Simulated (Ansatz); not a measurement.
```yaml
crystal:
  lattice:
    - [3.18077, 0.00000, 0.00000]
    - [0.00000, 3.18077, 0.00000]
    - [0.00000, 0.00000, 3.18077]
  atoms:
    - { symbol: Pb, position: [0.00000, 0.00000, 0.00000] }
```

Space group Pm-3m; set up as Pb, simple cubic; a generated structure, not necessarily the stable one; changed on purpose from its base cell (volume × 1.0).

Theory: DFT, PBEsol, plane waves (420 eV) with PAW, scalar-relativistic (Ansatz 0.2.0).

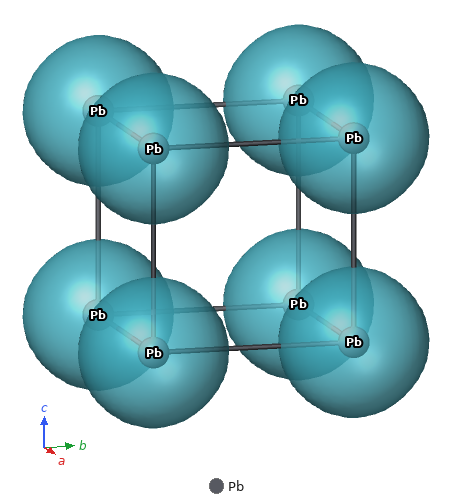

Pb. Isosurface of the valence charge density (pseudo) at 0.4 e/Å³ (cyan), seen slightly off an axis. Sticks mark near contacts.

Core electrons are frozen (PAW), and the valence fields are smoothed inside the atomic spheres.

### What does this surface tell about the bonding?

At this value the density breaks into separate islands; it holds about 75 % of the electrons treated as valence (semicore included). It bridges none of the near contacts. It is pinched off along the shortest Pb–Pb (3.18 Å) contacts. On the grid the lowest density along these lines, outside the cores, is 0.2 e/Å³ (Pb–Pb, 3.18 Å).

### Does the calculation make it a metal, or give it a gap?

It is metallic or semimetallic at this level of theory: no gap opens.
